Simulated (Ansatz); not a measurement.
**Run report: Al, single-point calculation**

Al (Im-3m, 4 atoms in the cell), computed with DFT r2SCAN, scalar-relativistic, plane waves, PAW, no spin polarisation (Ansatz 0.2.0).

The structure derives from a Materials Project entry. It belongs to a series of runs on one base structure; here: the relaxed cell repeated 4 times. Figures and captions count atoms from 1; the log counts them from 0 in places.

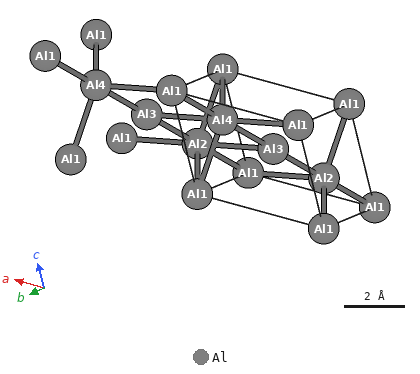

**Figure 1.** The structure (ball-and-stick view of the cell of the calculation, repeated 2 × 1 × 1, seen at an oblique angle; atoms are numbered from 1 in the order of the input). Near neighbours in the crystal (not all of them lie inside the picture): Al has 8 Al at 2.76 Å.

## Results in brief

| quantity | value |
| --- | --- |
| outcome | converged |
| space group (tolerance 0.01 Å) | Im-3m (229) |
| electrons treated | 12 |
| free energy | −2161.1985 eV |
| Fermi energy | 8.123 eV |
| gap on the k-point mesh | none (metallic) |
| pressure | 0.05 GPa |
| largest force (length of the vector) | under 0.001 eV/Å |
| hardware | 1 thread of Oxide Virtual Turin-like (Zen 5), 32 GiB of memory available, shared host |
| wall time | 4.7 s |
| peak memory | 0.58 GiB |

## Input
```yaml
crystal:
  lattice:
    - [0.0, -3.1887371512, 3.1887371512]
    - [3.1887371512, -3.1887371512, 0.0]
    - [3.1887371512, 0.0, 3.1887371512]
  atoms:
    - { symbol: Al, position: [0.0, 0.0, 0.0] }
    - { symbol: Al, position: [0.25, 0.25, 0.25] }
    - { symbol: Al, position: [0.5, 0.5, 0.5] }
    - { symbol: Al, position: [0.75, 0.75, 0.75] }
basis:
  ecutwfc: 500
kpoints:
  mp_grid: { grid: [10, 10, 10] }
hamiltonian:
  xc: r2scan
scf:
  occupations: { method: gaussian, width: 0.15 }
output:
  forces: true
  stress: true
  eigenvalues: true
```

Launch command:
```bash
ansatz run input.yaml --threads 1 --pin off --max-ram 2560MiB --backend cpu --events-out ev --progress --plain --runs-dir out
```

## Output
```
Engine: ansatz 0.2.0, x86_64-unknown-linux-gnu
Pseudopotentials: kind: paw
Pseudopotential: Al, paw, valence charge 3, recommended cutoff 500 eV (meta_gga), Al.paw.azcp
Functional definition: r2SCAN
  parameter k0 = 0.174
  parameter k1 = 0.065
  parameter a1 = 4.9479
  exchange = r2scan_x(k0 = k0, k1 = k1, a1 = a1)
  correlation = r2scan_c
Crystal: 4 atoms, lattice volume = 64.846 Å³
Basis set: ecut = 500 eV, 1639 PW (Γ), exchange–correlation on 144×144×144 points (64 copies of the dense FFT grid, shifted against one another)
Bands: 10, of which v1, the nominal top of the filled ones, is band 6 counted from 1 (5 counted from 0)
Symmetry: 192 space group operations
Space group: Im-3m (ITA 229), of the structure as read, at distance tolerance 4.0e-5 Å
k-points: 47 of 1000
Non-local potential: Al, projectors of the file, l = 0: 2, l = 1: 2, l = 2: 1
PAW form: soft (Blöchl's): semilocal exchange-correlation on the pseudo side does not see the compensation charge
PAW frozen core: Al, regenerated for the run's functional (the file was generated under x = pbe(κ = 0.804, μ = 0.2195149727645171), c = pbe(β = 0.06672455060314922))
PAW one-centre angular grid: Al, 302 points (default); XC on 160 Gauss nodes
Initial density: superposition of atomic densities (neutral atoms: chi_scale 0, normalization atom), corrected by the library's trained network
Initial wavefunctions: pseudopotential atomic-orbital guess
Functional: x = r2scan, c = r2scan; τ floored in thin density (d = 2e-4 eV/Å³)
SCF iter   1: F=—  HF=-2161.173362 eV  |F-HF|=—  |Δ(HF+E_count)|=         —  Δρ=4.01e-3  dr2=1.17e-2  dr2_τ=1.70e-2  ethr=1.77e-3  ⟨swp⟩=5.4  Hψ=3309  notcnv=0
preconditioner: auto → Kerker (q_TF=auto, 2.060 Å⁻¹)  [metal: Δε(μ)=0.111 eV  Ē_g=7.315 eV  σ=0.150 eV  W_gap=0.36  n_scr=14 (ndim 8)  ℏωp=16.0 eV  f_vac=0.000  D(μ)=1.66/eV (n_scr^D=14)]
SCF iter   2: F=—  HF=-2161.200851 eV  |F-HF|=—  |Δ(HF+E_count)|=   2.75e-2  Δρ=3.50e-3  dr2=8.84e-3  dr2_τ=1.94e-5  ethr=9.73e-5  ⟨swp⟩=2.0  Hψ=1132  notcnv=0
SCF iter   3: F=—  HF=-2161.198453 eV  |F-HF|=—  |Δ(HF+E_count)|=   2.40e-3  Δρ=3.78e-4  dr2=7.27e-5  dr2_τ=5.43e-6  ethr=7.37e-5  ⟨swp⟩=1.0  Hψ=468  notcnv=0
SCF iter   4: F=—  HF=-2161.198499 eV  |F-HF|=—  |Δ(HF+E_count)|=   4.58e-5  Δρ=3.02e-4  dr2=6.69e-5  dr2_τ=9.29e-7  ethr=6.06e-7  ⟨swp⟩=2.0  Hψ=754  notcnv=0
SCF iter   5: F=—  HF=-2161.198464 eV  |F-HF|=—  |Δ(HF+E_count)|=   3.50e-5  Δρ=6.25e-5  dr2=2.36e-6  dr2_τ=5.34e-9  ethr=5.58e-7  ⟨swp⟩=2.0  Hψ=743  notcnv=0
SCF iter   6: F=—  HF=-2161.198464 eV  |F-HF|=—  |Δ(HF+E_count)|=   2.47e-8  Δρ=2.43e-5  dr2=3.67e-7  dr2_τ=6.47e-10  ethr=1.96e-8  ⟨swp⟩=1.0  Hψ=468  notcnv=0
SCF iter   7: F=-2161.198464 eV  HF=-2161.198464 eV  |F-HF|=4.82e-10  |Δ(HF+E_count)|=  9.46e-10  Δρ=5.06e-6  dr2=1.64e-8  dr2_τ=2.00e-11  ethr=8.33e-10  ⟨swp⟩=3.2  Hψ=1315  notcnv=0
SCF 1 converged in 7 iterations: F = -2161.198464 eV  dr2 = 1.64e-8
  greatest PAW one-centre occupation: 0.450 electrons in one spin orbital (limit 2), on the Al atom at site 3 (counted from 0), in its partial waves of l = 0
```

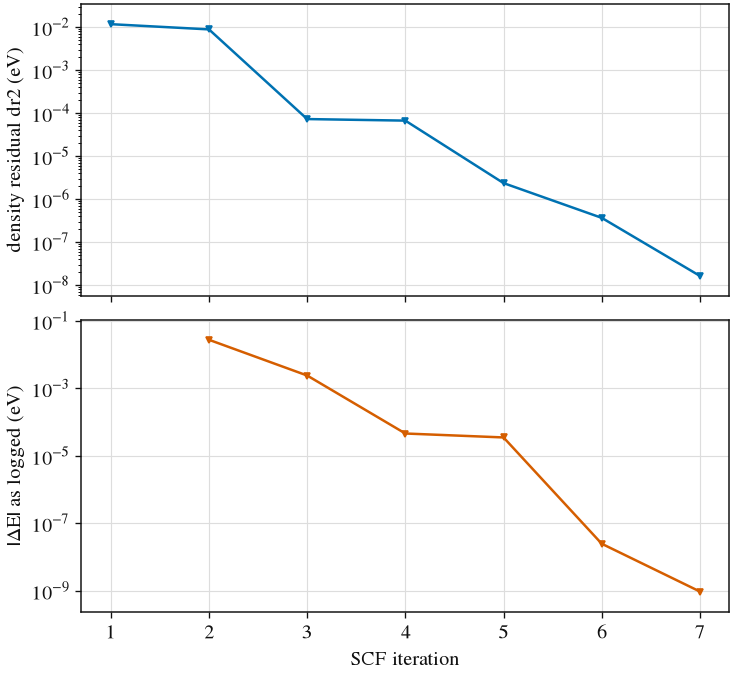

**Figure 2.** Convergence of the self-consistent field: density residual dr2 and size of the energy change against the SCF iteration. The residual falls at every step.

```
SCF converged after 7 iterations
Free energy (F): -2161.198464 eV
Harris-Foulkes:  -2161.198464 eV  (|F-HF|=4.82e-10)
Internal energy: -2161.179409 eV  (E = F + TS)
E sigma→0 (E₀):  -2161.188936 eV
Entropy (-TS):   -0.019055 eV (-4.764 meV/atom)
Fermi energy:    8.122657 eV
--- Per-component energies (eV) ---
  E_band       = 41.026968
  E_kinetic    = 92.652445
  E_local      = 42.392629  (includes V_loc(G=0)·N_el)
  E_nonlocal   = 38.929740
  E_hartree    = 0.329367
  E_xc         = -147.091757
  E_vxc        = -125.009519  (∫ρ·V_xc dr)
  E_paw        = -1892.339596  (= ΣΔE_a)
  E_vpaw       = -13.569629  (= ΣTr[D̂ρ^β])
  E_aug_tail   = -0.000003  (compensation charges beyond the density's cutoff)
  E_vtau       = 4.972539  (kinetic-family band-sum trace: ∫τ·v_τ [+ j·A + Jᵃ·Aᵃ] dr)
  E_ewald      = -295.811803
  E_core_change = -0.240432  (= ΣΔE_core)
  E_smearing   = -0.019055  (= −TS)
  E_closure    = -0.000000  (closes the sum)
  Σ components = -2161.198464   (vs F -2161.198464, Δ=0.00e0)
--- Forces (eV/Å), atoms counted from 1 ---
  atom   1  Al     0.00000000     0.00000000     0.00000000
  atom   2  Al     0.00000000     0.00000000    -0.00000000
  atom   3  Al     0.00000000     0.00000000     0.00000000
  atom   4  Al    -0.00000000    -0.00000000     0.00000000
  max |Σ_I F_I| component: 1.10e-27 eV/Å
--- Stress (GPa, compression-positive) ---
        0.051098      -0.000000      -0.000000
       -0.000000       0.051098       0.000000
       -0.000000      -0.000000       0.051098
  P = ⅓ Tr σ = 0.0511 GPa (0.511 kbar)
--- Band table (eV; the first three rows and the last of 47) ---
  k-point 0: bands = ["-3.8132", "6.9914", "6.9914", "6.9914", "6.9914", "6.9914", "6.9914", "9.0701", "9.0701", "10.2091"]
  k-point 1: bands = ["-3.6972", "5.2286", "6.3775", "6.3775", "7.5385", "7.8224", "7.8224", "9.2439", "9.2439", "9.5880"]
  k-point 2: bands = ["-3.3497", "3.4149", "5.9807", "5.9807", "7.3082", "8.1483", "8.1483", "8.8702", "8.8702", "9.2081"]
  k-point 46: bands = ["0.6068", "0.6068", "1.3522", "1.3522", "7.3046", "7.3046", "9.4397", "9.4397", "14.1420", "14.1420"]
```

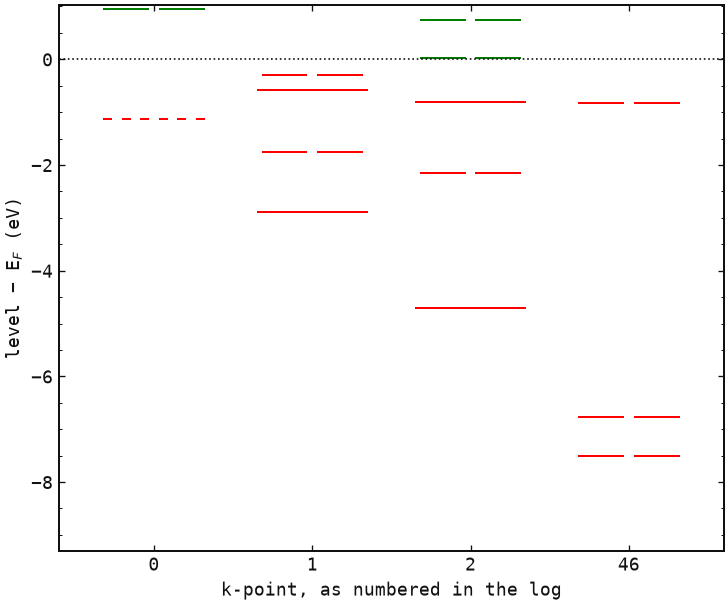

**Figure 3.** Kohn–Sham levels near the Fermi level (dotted) at the few k-points that the log prints; levels within 0.02 eV of each other stand side by side. The system is metallic on the full mesh.
